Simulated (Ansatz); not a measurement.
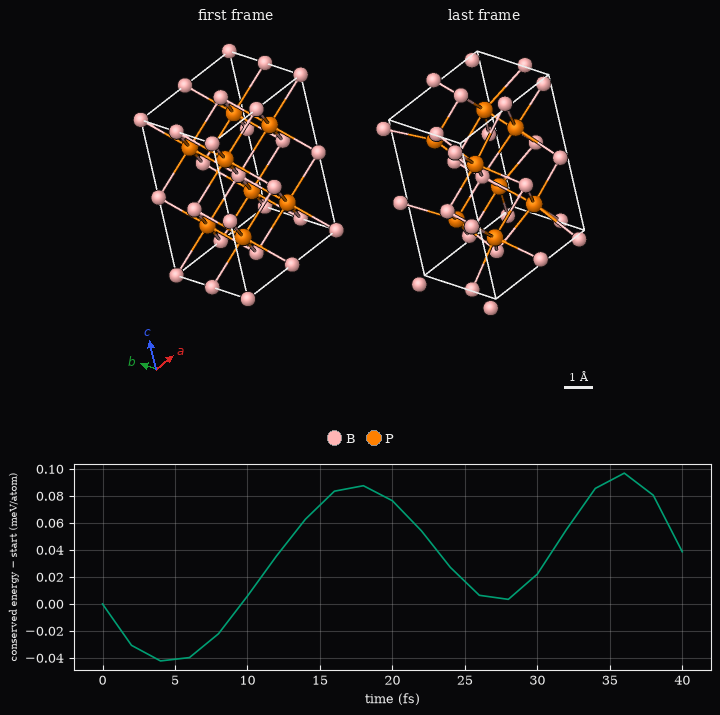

First-principles dynamics of a 16-atom cell of BP (built on the rocksalt type), 40 fs long. A ball-and-stick model of the reduced simulation cell, seen slightly off an axis. Bonds to atoms that aren't drawn are left out. Lengths and directions refer to the drawn axes.

The calculation used DFT, r2SCAN, plane waves, PAW in Ansatz. Settings: plane-wave cutoff 500 eV; k-point mesh 4 × 4 × 4; Fermi-Dirac smearing 0.052 eV; Nosé-Hoover thermostat (NVT); set temperature 600 K; time step 2 fs.

Input
```yaml
crystal:
  lattice:
    - [0.0, 4.3108489554, 4.3108489554]
    - [4.3108489554, 0.0, 4.3108489554]
    - [4.3108489554, 4.3108489554, 0.0]
  atoms:
    - { symbol: B, position: [0.0, 0.0, 0.0] }
    - { symbol: P, position: [0.25, 0.25, 0.25] }
    - { symbol: B, position: [0.0, 0.0, 0.5] }
    - { symbol: P, position: [0.25, 0.25, 0.75] }
    - { symbol: B, position: [0.0, 0.5, 0.0] }
    - { symbol: P, position: [0.25, 0.75, 0.25] }
    - { symbol: B, position: [0.0, 0.5, 0.5] }
    - { symbol: P, position: [0.25, 0.75, 0.75] }
    - { symbol: B, position: [0.5, 0.0, 0.0] }
    - { symbol: P, position: [0.75, 0.25, 0.25] }
    - { symbol: B, position: [0.5, 0.0, 0.5] }
    - { symbol: P, position: [0.75, 0.25, 0.75] }
    - { symbol: B, position: [0.5, 0.5, 0.0] }
    - { symbol: P, position: [0.75, 0.75, 0.25] }
    - { symbol: B, position: [0.5, 0.5, 0.5] }
    - { symbol: P, position: [0.75, 0.75, 0.75] }
kpoints:
  mp_grid: { grid: [4, 4, 4] }
hamiltonian:
  xc: r2scan
scf:
  occupations: { method: fermi_dirac, width: 0.052 }
md:
  ensemble: nvt_nose_hoover
  temperature: 600
  timestep: 2.0
  n_steps: 20
  initial_velocities: maxwell_boltzmann
  seed: 5513
```

Run as
```bash
ansatz run input.yaml --threads 4 --pin off --max-ram 3686MiB --backend cpu --events-out ev --progress --plain --runs-dir out
```

**Check the integration.**

The conserved quantity stays between −0.042 and 0.097 meV per atom of its start. A straight-line fit has a slope that amounts to +0.09 meV per atom over 40 fs (0.2 % of the mean kinetic energy), and the ripple about it is 0.3 % of the kinetic energy's fluctuation. With a drift under 2 % and a ripple under 7 %, the integration is accurate. The mean temperature in the second half is 466 K (standard deviation 90 K). The potential energy is still drifting at the end, so the run hasn't reached equilibrium. The potential energy in the second half lies on average 17.2 meV per atom above the first frame.

The run took 5.6 min on 4 threads of Arm Neoverse N1 (shared host), peak memory 1.1 GiB.
